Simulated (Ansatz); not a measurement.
Geometry relaxation of MgO (part 2 of 2)

MgO (slab, 4 atoms in the cell); DFT, PBE, PAW with Ansatz's default frozen-core files, scalar-relativistic, no spin polarisation (Ansatz 0.2.0); cutoff 420 eV, 10×10×1 k-mesh, Fermi–Dirac smearing of 0.02 eV. It belongs to a series of runs on one base structure; here: atoms relaxed, PAW files.

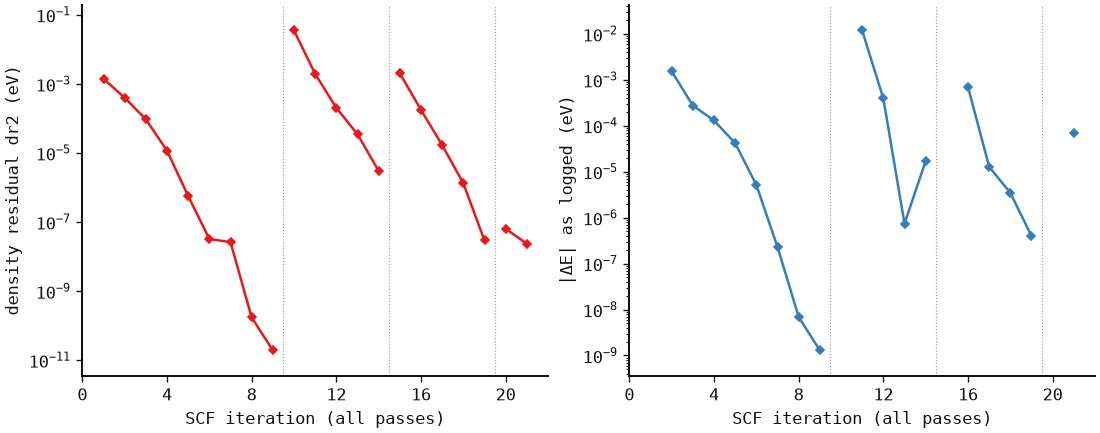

*Convergence of the self-consistent field: density residual dr2 and size of the energy change against the SCF iteration. The dotted lines part the SCF passes of the relaxation: geometry steps, rejected trials and re-solves on a re-selected basis.*

The passes take 9, 5, 5 and 2 iterations.

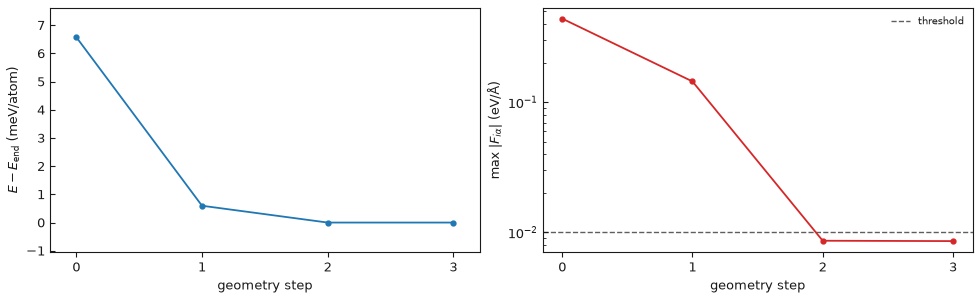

*Progress of the relaxation, step by step (the first geometry is step 0 here and step 1 in the log).*

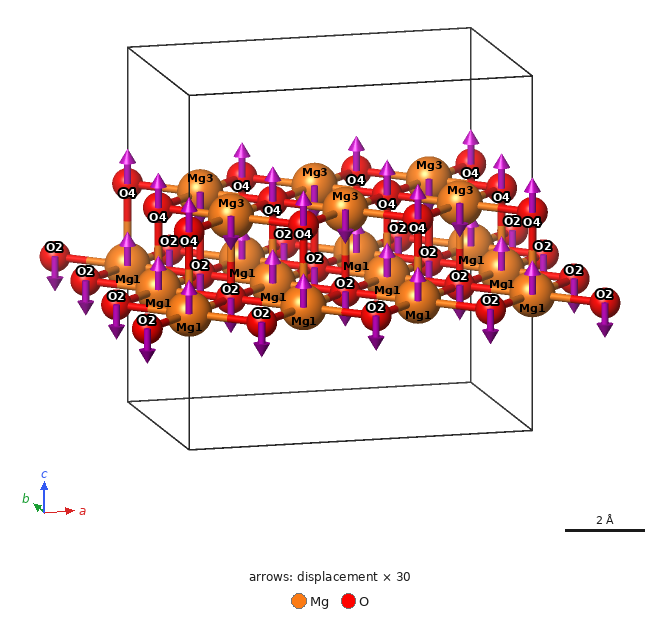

*The starting structure with the displacements as pink arrows, magnified 30 times (ball-and-stick view of the 3 × 2 repeat of the cell, with the vacuum cut short, with bonded neighbours outside it, seen slightly off an axis).*

The energy falls by 6.6 meV per atom in 3 geometry steps. Largest force component: 0.44 eV/Å at the start, 0.0086 eV/Å at the end. The largest moves, 0.030 Å, are those of O2 and O4. By element the largest moves are O 0.030 Å, Mg 0.030 Å. The lattice vectors keep their values. Among the angles that change: Mg1–O2–Mg1 180.0° → 176.8°, O2–Mg1–O2 180.0° → 176.8°. (Atoms are counted from 1 in the order of the input.)

```
SCF converged after 2 iterations
Free energy (F): -4987.284558 eV
Harris-Foulkes:  -4987.284558 eV  (|F-HF|=3.19e-9)
Internal energy: -4987.284558 eV  (E = F + TS)
E sigma→0 (E₀):  -4987.284558 eV
Fermi energy:    -0.538740 eV
Dipole field:    D = -0.000000 V/Å  (p = -0.000000 e·Å, saw-weighted, corrected)
Work function:   Φ+ = 3.6006 eV   Φ− = 3.6007 eV
Levels:          The Fermi level and band energies are counted from a zero that moves with the ramp; work functions are not
--- Per-component energies (eV) ---
  E_band       = -914.265668
  E_kinetic    = 504.598823
  E_local      = -22471.423050  (includes V_loc(G=0)·N_el)
  E_nonlocal   = 285.439346
  E_hartree    = 10579.854000
  E_xc         = -207.973595
  E_vxc        = -266.249074  (∫ρ·V_xc dr)
  E_paw        = -900.352386  (= ΣΔE_a)
  E_vpaw       = -126.347984  (= ΣTr[D̂ρ^β])
  E_aug_tail   = 0.004874  (compensation charges beyond the density's cutoff)
  E_efield     = 0.000000  (sawtooth field / dipole correction)
  E_vefield    = -0.000000  (∫n·V_field dr)
  E_ewald      = 7222.567431
  E_smearing   = -0.000000  (= −TS)
  E_closure    = 0.000000  (closes the sum)
  Σ components = -4987.284558   (vs F -4987.284558, Δ=0.00e0)
--- Forces (eV/Å), atoms counted from 1 ---
  atom   1  Mg     0.00000000    -0.00000000     0.00829968
  atom   2  O      0.00000000    -0.00000000     0.00858153
  atom   3  Mg    -0.00000000     0.00000000    -0.00829532
  atom   4  O     -0.00000000     0.00000000    -0.00858665
  max |Σ_I F_I| component: 7.58e-7 eV/Å
--- Stress (GPa, compression-positive) ---
       -3.598235       0.000000       0.000000
        0.000000      -3.598235       0.000000
        0.000000       0.000000      -0.034571
  P = ⅓ Tr σ = -2.4103 GPa (-24.103 kbar)
--- Band table (eV; the first three rows and the last of 21) ---
  k-point 0: bands = ["-74.9293", "-74.9236", "-41.7672", "-41.7323", "-41.6416", "-41.6416", "-41.6268", "-41.6268", "-18.4852", "-17.7479", "-4.7695", "-3.0935", "-2.8298", "-2.8298", "-2.2063", "-2.2063", "1.0942", "2.1232", "3.0705", "4.0088"]
  k-point 1: bands = ["-74.9290", "-74.9235", "-41.7662", "-41.7331", "-41.6446", "-41.6408", "-41.6307", "-41.6267", "-18.4264", "-17.7185", "-4.7178", "-3.5018", "-2.8083", "-2.6871", "-2.5904", "-2.2139", "1.4136", "2.2410", "3.2584", "4.1627"]
  k-point 2: bands = ["-74.9279", "-74.9233", "-41.7636", "-41.7357", "-41.6523", "-41.6408", "-41.6386", "-41.6266", "-18.2629", "-17.6450", "-4.6471", "-4.2525", "-3.2999", "-2.7476", "-2.5693", "-2.2386", "2.1232", "2.5805", "3.7997", "4.6018"]
  k-point 20: bands = ["-74.9216", "-74.9216", "-41.7433", "-41.7433", "-41.6767", "-41.6767", "-41.6543", "-41.6543", "-17.3416", "-17.3416", "-5.2394", "-5.2394", "-3.9481", "-3.9481", "-2.7671", "-2.7671", "6.2364", "6.2365", "7.7267", "7.7267"]
--- Relaxed structure (4 steps of the walk, 4 accepted, 0 SCFs on fresh bases) ---
  F+E_penalty+E_count = -4987.28455808 eV   max|allowed force component| = 8.586e-3 eV/Å
  atoms:
    - { symbol: Mg, position: [1.9081805414148396e-18, 0.0, 0.4429616489681872] }
    - { symbol: O, position: [0.5, 0.5, 0.43966058822318244] }
    - { symbol: Mg, position: [0.5, 0.5, 0.5570383403936368] }
    - { symbol: O, position: [1.956879534246511e-18, 0.0, 0.5603394224149941] }
```

**Trajectory as extended XYZ (Å, eV, eV/Å), 4 frames, from step=1 to step=4**
```
4
Lattice="3.0079 0.0000 0.0000 0.0000 3.0079 0.0000 0.0000 0.0000 18.1269" Properties=species:S:1:pos:R:3:forces:R:3 step=1 energy=-4987.25826
Mg    0.0000    0.0000    8.0000    0.0000   0.0000   0.4405
O     1.5040    1.5040    8.0000    0.0000   0.0000  -0.4380
Mg    1.5040    1.5040   10.1269    0.0000   0.0000  -0.4405
O     0.0000    0.0000   10.1269    0.0000   0.0000   0.4380
4
Lattice="3.0079 0.0000 0.0000 0.0000 3.0079 0.0000 0.0000 0.0000 18.1269" Properties=species:S:1:pos:R:3:forces:R:3 step=2 energy=-4987.28217
Mg    0.0000    0.0000    8.0378    0.0000   0.0000  -0.1197
O     1.5040    1.5040    7.9601    0.0000   0.0000   0.1449
Mg    1.5040    1.5040   10.0891    0.0000   0.0000   0.1197
O     0.0000    0.0000   10.1668    0.0000   0.0000  -0.1449
4
Lattice="3.0079 0.0000 0.0000 0.0000 3.0079 0.0000 0.0000 0.0000 18.1269" Properties=species:S:1:pos:R:3:forces:R:3 step=3 energy=-4987.28456
Mg    0.0000    0.0000    8.0295    0.0000   0.0000   0.0083
O     1.5040    1.5040    7.9697    0.0000   0.0000   0.0086
Mg    1.5040    1.5040   10.0974    0.0000   0.0000  -0.0083
O     0.0000    0.0000   10.1572    0.0000   0.0000  -0.0086
4
Lattice="3.0079 0.0000 0.0000 0.0000 3.0079 0.0000 0.0000 0.0000 18.1269" Properties=species:S:1:pos:R:3:forces:R:3 step=4 energy=-4987.28456
Mg    0.0000    0.0000    8.0295    0.0000   0.0000   0.0083
O     1.5040    1.5040    7.9697    0.0000   0.0000   0.0086
Mg    1.5040    1.5040   10.0974    0.0000   0.0000  -0.0083
O     0.0000    0.0000   10.1572    0.0000   0.0000  -0.0086
```

The run was set up as follows.

**Input**
```yaml
crystal:
  lattice:
    - [3.0079491106, 0.0, 0.0]
    - [0.0, 3.0079491106, 0.0]
    - [0.0, 0.0, 18.1269]
  atoms:
    - { symbol: Mg, position: [0.0, 0.0, 0.4413319097] }
    - { symbol: O, position: [0.5, 0.5, 0.4413319097] }
    - { symbol: Mg, position: [0.5, 0.5, 0.5586680903] }
    - { symbol: O, position: [0.0, 0.0, 0.5586680903] }
kpoints:
  mp_grid: { grid: [10, 10, 1] }
scf:
  occupations: { method: fermi_dirac, width: 0.02 }
hamiltonian:
  xc: pbe
  pseudopotentials: { kind: paw }
output:
  forces: true
  stress: true
  eigenvalues: true
relax:
  f_tol: 0.01
  max_steps: 40
efield:
  axis: 3
  amplitude: 0
  dipole_correction: true
```

Run as:
```bash
ansatz run input.yaml --threads 1 --pin off --max-ram 3584MiB --backend cpu --events-out ev --progress --plain --runs-dir out
```

**Summary**

| quantity | value |
| --- | --- |
| outcome | converged |
| electrons treated | 32 |
| free energy | −4987.2846 eV |
| Fermi energy | −0.539 eV |
| gap on the k-point mesh | 3.30 eV |
| final volume | 164.01 Å³ |
| largest force (length of the vector) at the end | 0.009 eV/Å |
| hardware | 1 thread of Intel Xeon @ 2.50GHz (Skylake/Cascade Lake), 32 GiB of memory available, shared host |
| wall time | 23 s |
| peak memory | 0.44 GiB |

**Remarks**

Warnings of the run: the SCF threshold is looser than advised for the printed stress.
